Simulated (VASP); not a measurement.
# Absorption of AlAs from time-dependent hybrids, part 3 of 3

Which functionals bind an exciton in AlAs? The cell is of the zinc-blende type, one of the forms listed for this formula. The start is a cell from a database of measured crystal structures.

VASP 6.6.1, plane waves and PAW; the level of theory is named at each step.

So far, lowest excitation (eV): step 4 (casida equation on LDA, time-dependent LDA, Casida form) 1.90; step 8 (casida equation on HSE06, time-dependent HSE06, Casida form) 2.91.

**9. Ground state at B3LYP**

This step: B3LYP; plane waves and PAW (As, Al) (VASP 6.6.1).

The orbitals come from a self-consistent B3LYP run. EDIFF is tight for accurate orbitals, and a narrow smearing avoids fractional occupations.

INCAR reads:

```
SYSTEM = AlAs
PREC = Accurate
ENCUT = 300
EDIFF = 1E-08
NELM = 100
ISMEAR = 0
SIGMA = 0.01
LREAL = .FALSE.
ALGO = Normal
LHFCALC = .TRUE.
AEXX = 0.2
GGA = B3
AGGAX = 0.72
AGGAC = 0.81
ALDAC = 0.19
LASPH = .TRUE.
NBANDS = 10
PRECFOCK = Fast
LORBIT = 11
LWAVE = .TRUE.
LCHARG = .FALSE.
KPAR = 4
```

POSCAR reads:

```
AlAs
1.0
    0.0000000000      2.8304000000      2.8304000000
    2.8304000000      0.0000000000      2.8304000000
    2.8304000000      2.8304000000      0.0000000000
As Al
1 1
Direct
    0.7500000000      0.7500000000      0.7500000000
    0.0000000000      0.0000000000      0.0000000000
```

KPOINTS reads:

```
Automatic mesh
0
Gamma
5 5 5
0 0 0
```

PAW data sets: As and Al (PBE family, release 64).

The run is started by

```bash
$ mpirun -np 4 vasp_std
```

The log of the run:

```text
[banner, memory and clock lines left out]
running    4 mpi-ranks, on    1 nodes
 distrk:  each k-point on    1 cores,    4 groups
 distr:  one band on    1 cores,    1 groups

 POSCAR found type information on POSCAR AsAl
 POSCAR found :  2 types and       2 ions
 [... a notice as in an earlier step ...]

 LDA part: xc-table for (Slater(with rela. corr.)+VWN3), standard interpolation
 found WAVECAR, reading the header
 POSCAR, INCAR and KPOINTS ok, starting setup
 FFT: planning ... GRIDC
 FFT: planning ... GRID_SOFT
 FFT: planning ... GRID
 reading WAVECAR
 the WAVECAR file was read successfully
 initial charge from wavefunction
 entering main loop
       N       E                     dE             d eps       ncg     rms          rms(c)
DAV:   1    -0.102462530925E+02   -0.10246E+02   -0.69607E-01   216   0.442E+00    0.433E+00
DAV:   2    -0.102533806366E+02   -0.71275E-02   -0.24896E-02   222   0.947E-01    0.311E+00
DAV:   3    -0.102513328278E+02    0.20478E-02   -0.26220E-03   226   0.273E-01    0.211E+00
DAV:   4    -0.102508390191E+02    0.49381E-03   -0.10303E-03   212   0.149E-01    0.134E+00
DAV:   5    -0.102507292154E+02    0.10980E-03   -0.21202E-04   258   0.701E-02    0.879E-01
DAV:   6    -0.102506949458E+02    0.34270E-04   -0.41968E-05   214   0.341E-02    0.551E-01
DAV:   7    -0.102506852230E+02    0.97228E-05   -0.14051E-05   218   0.204E-02    0.346E-01
DAV:   8    -0.102506830971E+02    0.21259E-05   -0.47930E-06   220   0.124E-02    0.217E-01
DAV:   9    -0.102506828761E+02    0.22098E-06   -0.15913E-06   210   0.750E-03    0.135E-01
DAV:  10    -0.102506830119E+02   -0.13577E-06   -0.54235E-07   218   0.456E-03    0.844E-02
DAV:  11    -0.102506831510E+02   -0.13912E-06   -0.19390E-07   208   0.280E-03    0.527E-02
DAV:  12    -0.102506832382E+02   -0.87191E-07   -0.71215E-08   216   0.173E-03    0.330E-02
DAV:  13    -0.102506832837E+02   -0.45478E-07   -0.26809E-08   206   0.108E-03    0.206E-02
DAV:  14    -0.102506833046E+02   -0.20958E-07   -0.10374E-08   196   0.687E-04    0.129E-02
DAV:  15    -0.102506833130E+02   -0.83707E-08   -0.37080E-09   120   0.444E-04
   1 F= -.10250683E+02 E0= -.10250683E+02  d E =-.737806E-25
 writing wavefunctions
```

Wall time 15 s (4 MPI ranks of Intel Xeon 6975P-C (Granite Rapids), shared host); peak memory 0.5 GiB; 56 s of CPU time.

From OUTCAR (step 9):

```text
   NELECT =       8.0000    total number of electrons

 E-fermi :   3.5228

 k-point     1 :       0.0000    0.0000    0.0000
  band No.  band energies     occupation
      1      -9.4201      2.00000
      2       3.4528      2.00000
      3       3.4528      2.00000
      4       3.4528      2.00000
      5       6.8118      0.00000
      6       9.0986      0.00000
      7       9.0986      0.00000
      8       9.0986      0.00000
      9      13.9024      0.00000
    ...

  FREE ENERGIE OF THE ION-ELECTRON SYSTEM (eV)
  ---------------------------------------------------
  free  energy   TOTEN  =       -10.2506833130 eV

  energy  without entropy=      -10.2506833130  energy(sigma->0) =      -10.25068331

[... 10 parts as in an earlier step ...]

[... 9 further parts left out ...]
```

The k-mesh is coarse for unscreened exact exchange, which converges slowly with it.

Numbers from this step:

```
free energy (TOTEN)            : -10.25 eV
Fermi energy                   : 3.523 eV
gap on the k-mesh              : 2.968 eV
least direct gap on the k-mesh : 3.359 eV
```

**10. Empty bands, functional B3LYP**

ALGO = Exact diagonalises the converged Hamiltonian in one step, and LOPTICS writes the k-derivatives of the orbitals (WAVEDER), which give the transition dipoles.

INCAR reads:

```
SYSTEM = AlAs
PREC = Accurate
ENCUT = 300
ISMEAR = 0
SIGMA = 0.01
LREAL = .FALSE.
LHFCALC = .TRUE.
AEXX = 0.2
GGA = B3
AGGAX = 0.72
AGGAC = 0.81
ALDAC = 0.19
LASPH = .TRUE.
NBANDS = 20
PRECFOCK = Fast
ALGO = Exact
NELM = 1
LWAVE = .TRUE.
LCHARG = .FALSE.
LOPTICS = .TRUE.
NEDOS = 1000
CSHIFT = 0.1
```

POSCAR is that of step 9.

KPOINTS is that of step 9.

The run starts from files that an earlier step left in the folder.

The run is started by

```bash
$ mpirun -np 4 vasp_std
```

The log of the run:

```text
[banner, memory and clock lines left out]
running    4 mpi-ranks, on    1 nodes
[...]
[... a notice as in an earlier step ...]

 LDA part: xc-table for (Slater(with rela. corr.)+VWN3), standard interpolation
 found WAVECAR, reading the header
  number of bands has changed, file:    10 present:    20
  trying to continue reading WAVECAR, but it might fail
 POSCAR, INCAR and KPOINTS ok, starting setup
[...]
reading WAVECAR
 random initialization beyond band           10
 the WAVECAR file was read successfully
 initial charge from wavefunction
 entering main loop
       N       E                     dE             d eps       ncg     rms          rms(c)
DIA:   1    -0.102506833176E+02   -0.10251E+02    0.00000E+00     0   0.000E+00
   1 F= -.10250683E+02 E0= -.10250683E+02  d E =-.285177E-16
 writing wavefunctions
 optical routines
 imaginary and real dielectric function
 recalculating local potential from charge density
 direction            1
 direction            2
 direction            3
```

It took 36 s on 4 MPI ranks; peak memory 0.57 GiB; 2.3 min of CPU time.

From OUTCAR (step 10):

```text
 POSITION                                       TOTAL-FORCE (eV/Angst)
 -----------------------------------------------------------------------------------
      4.24560      4.24560      4.24560        -0.000000      0.000000      0.000000
      0.00000      0.00000      0.00000         0.000000     -0.000000     -0.000000
 -----------------------------------------------------------------------------------
    total drift:                               -0.000000     -0.000000     -0.000000

  FREE ENERGIE OF THE ION-ELECTRON SYSTEM (eV)
  ---------------------------------------------------
  free  energy   TOTEN  =       -10.2506833176 eV

  energy  without entropy=      -10.2506833176  energy(sigma->0) =      -10.25068332

[... 2 parts as in an earlier step ...]

[... 1 further part left out ...]
[key lines of the parts left out:]
E-fermi :   3.5069
```

**11. Casida equation on B3LYP**

This step: time-dependent B3LYP, Casida form; plane waves and PAW (As, Al) (VASP 6.6.1).

The Casida equation, in the Tamm-Dancoff approximation (ANTIRES = 0), couples the pairs by a local exchange-correlation kernel and by exact exchange, which attracts electron and hole.

Edit INCAR of step 10 so:

```diff
@@ -15,8 +15,12 @@
 PRECFOCK = Fast
-ALGO = Exact
-NELM = 1
-LWAVE = .TRUE.
-LCHARG = .FALSE.
-LOPTICS = .TRUE.
+ALGO = TDHF
+NBANDSO = 4
+NBANDSV = 4
+OMEGAMAX = 25
 NEDOS = 1000
 CSHIFT = 0.1
+LWAVE = .FALSE.
+LCHARG = .FALSE.
+ANTIRES = 0
+LFXC = .TRUE.
+LADDER = .TRUE.
```

POSCAR is that of step 10.

KPOINTS is that of step 10.

The run starts from files that an earlier step left in the folder.

The run is started by

```bash
$ mpirun -np 4 vasp_std
```

The log of the run:

```text
[banner, memory and clock lines left out]
 LDA part: xc-table for (Slater(with rela. corr.)+VWN3), standard interpolation
 found WAVECAR, reading the header
 POSCAR, INCAR and KPOINTS ok, starting setup
 FFT: planning ... GRIDC
 FFT: planning ... GRID_SOFT
 FFT: planning ... GRID
 reading WAVECAR
 the WAVECAR file was read successfully
 initial charge from wavefunction
 available memory per node:     73.59 GB, setting MAXMEM to     75352

 The Fermi energy was updated, please check that it is located mid-gap
 values below the HOMO (VB) or above the LUMO (CB) will cause erroneous energies
 E-fermi :   4.9369

 the WAVEDER file was read successfully
 responsefunction array rank=     304
 LDA part: xc-table for (Slater(with rela. corr.)+VWN3), standard interpolation

 Doing            0  frequencies on each core in blocks of            0
 parallelization over k-points
 Using distributed matrix
 Using distributed eigensolver
 allocating two-electron 4 orbital integral table    4    4    4    4
 BSE setting up matrix
 available memory per node:     73.56 GB, setting MAXMEM to     75326
 Calculate matrix elements of the BSE Hamiltonian:
 Workload is divided into blocks of two-electron 4 orbital integrals computed in
  parallel.
 Each block/integral has dimensions  of (   4,   4,   4,   4) orbitals
 Total number of blocks/integrals:                 7875
 Number of spins:                                     1
 Number of kpoints:                                 125
 Spin channel:                                        1
  Number of blocks of unoccupied bands:               1
  Number of blocks of occupied bands:                 1
 Number of rows/columns of blocks:                  125

                                                        Time (sec)
               Integrals                 Ranks       Real         CPU
  [         1 -        500/      7875]     4         0.17        0.00
  [       501 -       1000/      7875]     4         0.35        0.00
  [      1001 -       1500/      7875]     4         0.53        0.00
  [      1501 -       2000/      7875]     4         0.70        0.00
  [      2001 -       2500/      7875]     4         0.87        0.00
  [      2501 -       3000/      7875]     4         1.05        0.00
  [      3001 -       3500/      7875]     4         1.22        0.00
  [      3501 -       4000/      7875]     4         1.40        0.00
  [      4001 -       4500/      7875]     4         1.57        0.00
  [      4501 -       5000/      7875]     4         1.75        0.00
  [      5001 -       5500/      7875]     4         1.93        0.00
  [      5501 -       6000/      7875]     4         2.10        0.00
  [      6001 -       6500/      7875]     4         2.28        0.00
  [      6501 -       7000/      7875]     4         2.45        0.00
  [      7001 -       7500/      7875]     4         2.63        0.00
  [      7501 -       7600/      7875]     4         2.66        0.00
  [      7601 -       7625/      7875]     1         2.70        0.00
  [      7626 -       7725/      7875]     4         2.73        0.00
  [      7726 -       7750/      7875]     1         2.77        0.00
  [      7751 -       7850/      7875]     4         2.80        0.00
  [      7851 -       7870/      7875]     4         2.81        0.00
  [      7871 -       7874/      7875]     4         2.81        0.00
  [      7875 -       7875/      7875]     1         2.81        0.00

[... 5 parts as in an earlier step ...]
```

It took 5 s on 4 MPI ranks; peak memory 0.71 GiB; 18 s of CPU time.

Parts of OUTCAR (step 11):

```text
   NELECT =       8.0000    total number of electrons

 E-fermi :   4.9369

[... 8 parts as in an earlier step ...]

[... 2 further parts left out ...]
```

Numbers from this step:

```yaml
lowest_excitation: 2.891 eV
```

The imaginary dielectric function, xx has structure finer than the step of the table below, so its rows give means over 1 eV, whole bins alone (the curve runs from 0 to 25 eV). Peaks (eV: height): 2.9: 8.14, 3.8: 40.1, 4.9: 39.5.

From 4 filled and 4 empty bands alone, without any pair above OMEGAMAX = 25 eV, so strength is missing wherever others contribute; lines are broadened by CSHIFT, which also makes the tail under the first line. Imaginary dielectric function, xx against photon energy; means over each step:

| photon energy (eV) | imaginary dielectric function, xx |
| --- | --- |
| 1 | 0.0919 |
| 2 | 0.362 |
| 3 | 3.49 |
| 4 | 14.2 |
| 5 | 20.4 |
| 6 | 4.73 |
| 7 | 2.99 |
| 8 | 3.87 |
| 9 | 3.31 |
| 10 | 1.29 |
| 11 | 0.310 |
| 12 | 0.483 |
| 13 | 0.222 |
| 14 | 0.0959 |
| 15 | 0.196 |
| 16 | 0.132 |
| 17 | 0.145 |
| 18 | 0.0943 |
| 19 | 0.0579 |
| 20 | 0.0337 |
| 21 | 0.0234 |
| 22 | 0.00882 |
| 23 | 0.00464 |
| 24 | 0.00381 |

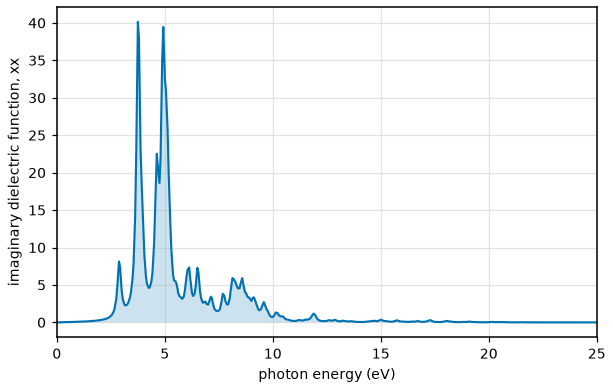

Imaginary dielectric function, xx against photon energy.

Some of the lowest 40 states alone, with states under 2.5 meV apart joined, scaled to the strongest line shown. Exciton lines, with heights relative to the strongest:

| position (eV) | lines merged | oscillator strength |
| --- | --- | --- |
| 2.891 | 3 | 19 |
| 3.770 | 3 | 100 |
| 3.788 | 3 | 0.0 |
| 3.798 | 2 | 0.0 |
| 3.876 | 8 | 0.0 |
| 3.954 | 3 | 18 |
| 3.976 | 3 | 0.0 |
| 3.982 | 10 | 0.2 |

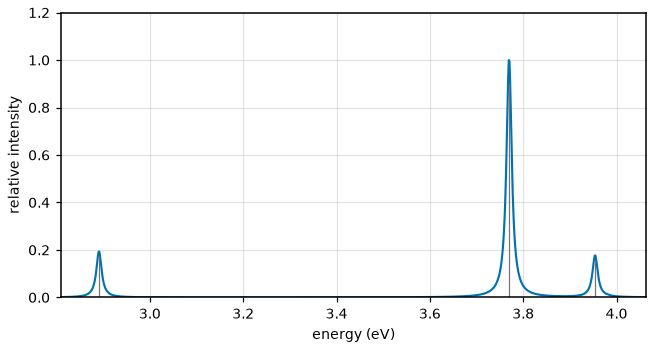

The exciton spectrum, broadened with Lorentzians of width 0.014 eV; bars mark the lines.

The lowest excitation lies at 2.891 eV, -468 meV against the direct gap of these orbitals, a distance that this coarse mesh makes far too large. Peak heights aren't converged with the mesh, least of all at the onset.

**12. Summary**

This step: time-dependent LDA, HSE06, B3LYP; plane waves and PAW (VASP 6.6.1).

This step runs nothing: it gathers the runs above.

Cost is wall time times ranks on a shared host, for this step alone, without the steps before it. Excitations by level:

| level | first excitation (eV) | cost (core minutes) |
| --- | --- | --- |
| Casida equation on LDA | 1.896 | 0.25 |
| Casida equation on HSE06 | 2.907 | 0.39 |
| Casida equation on B3LYP | 2.891 | 0.33 |

**13. Summary of results**

```yaml
casida_equation_on_lda: lowest vertical excitation 1.896 eV; direct gap 1.891 eV
casida_equation_on_hse06: lowest vertical excitation 2.907 eV; direct gap 2.957 eV
casida_equation_on_b3lyp: lowest vertical excitation 2.891 eV; direct gap 3.359 eV
```

**Reading.** Time-dependent HSE06 puts the lowest vertical singlet excitation at 2.907 eV, 0.05 eV below the direct gap of 2.957 eV; the states within 10 meV of it carry 20 % of the strength of the strongest such group among the lowest 40 states. Time-dependent B3LYP puts the lowest vertical singlet excitation at 2.891 eV, 0.47 eV below the direct gap of 3.359 eV; the states within 10 meV of it carry 19 % of the strength of the strongest such group among the lowest 40 states. The LDA kernel binds nothing: its lowest excitation, 1.896 eV, sits at the direct gap of 1.891 eV. The binding energy was not obtained: in a well-screened crystal the exciton spreads over many cells, and on this mesh its distance from the gap is set by the mesh and is far too large. On such a mesh the heights of single peaks aren't converged either. For the hybrids, on a mesh this coarse most of the distance from the gap can come from the q = 0 term of the exact exchange, which falls with the number of k points, so it doesn't show which functional binds an exciton. These are vertical excitations; an indirect gap can lie lower. Direct gaps by functional: 1.891 eV at LDA, 2.957 eV at HSE06 and 3.359 eV at B3LYP. Exact exchange widens them. Unscreened exchange converges slowly with the mesh, in the gaps as in the binding, and the two errors partly cancel in the excitation energy. Only the bands set by NBANDSO and NBANDSV form pairs, and any pair above OMEGAMAX = 25 eV is dropped, so the spectrum is that of this window; the window can cut degenerate bands. Spin-orbit coupling is left out; with As in the cell it can split or shift band edges, by an amount that depends on which atoms form them and isn't tested here. Not tabulated here, as repeats of values shown or as unfit to read for their mesh, reference level or band range: eps2 curves (empty bands); eps1 curves and static values (Casida equation, empty bands); gaps (empty bands); line lists of runs without attraction (Casida equation); exciton binding energies (Casida equation).

[Lines on the potential files, build, host, timing and source positions are cut from VASP's logs without a mark.]

[Logs are printed without paths, hosts, clocks, repeated set-up lines and the standing remarks that a program may print on its own settings, such as how far it seeks lower states.]

[Hosts, paths, dates, database ids (printed as entryN), source tags and the programs' standing remarks are cut or masked in the printed files.]

[Pressures printed for these runs are not shown converged in the cutoff: they can be off by several GPa and have the wrong sign.]

[In band tables of VASP the shares of atoms and orbitals are scaled to a sum of 1 inside the atoms' spheres.]
